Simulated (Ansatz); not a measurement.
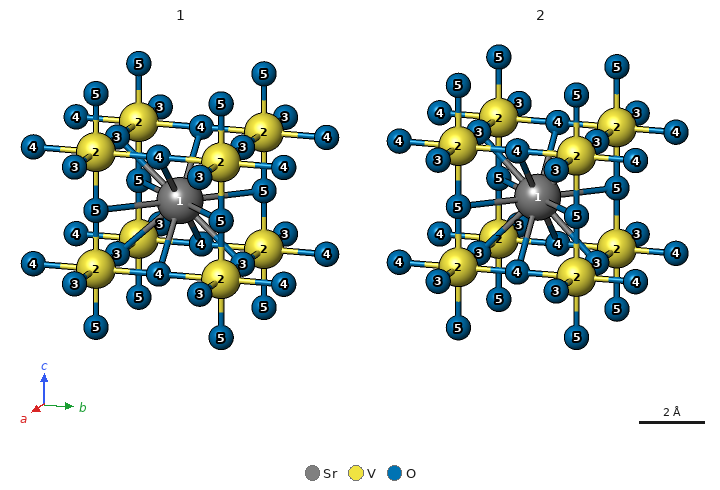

Two geometries of crystalline SrVO3 (set up in Pm-3m): one is the relaxed structure, the other was perturbed away from it. The picture is a ball-and-stick view of the cell of the calculation, seen slightly off an axis.

All numbers below come from DFT PBE, scalar-relativistic, plane waves, PAW (Ansatz). (plane-wave cutoff 420 eV; k-point mesh 10 × 10 × 10; occupations gaussian; smearing width 0.1 eV; collinear spin)

> Which one is perturbed?

Structure 1 is the perturbed one. Biaxial strain in the a–b plane, +6.0 %, is applied. The c axis and the atoms are relaxed. Energy change: +73.9 meV per atom. The pressure goes from 0.0 to −10.3 GPa. The principal stresses (compression positive) are 0.0 GPa along c and −15.4 GPa across it. The absolute magnetisation per cell goes from 0.36 to 0.00 μB (net moment 0.34 and 0.00 μB). Cell: a = b 3.859 → 4.090 Å (+6.0 %), c 3.859 → 3.720 Å (−3.6 %). Volume +8.3 %. The atoms keep their places relative to the cell (all moves are under 0.005 Å). Among the bonded contacts that change: O–Sr 2.729 → 2.764 to 2.892 Å, O–V 1.929 → 1.860 to 2.045 Å. The space group (tolerance 0.01 Å) goes from Pm-3m (No. 221) to P4/mmm (No. 123).
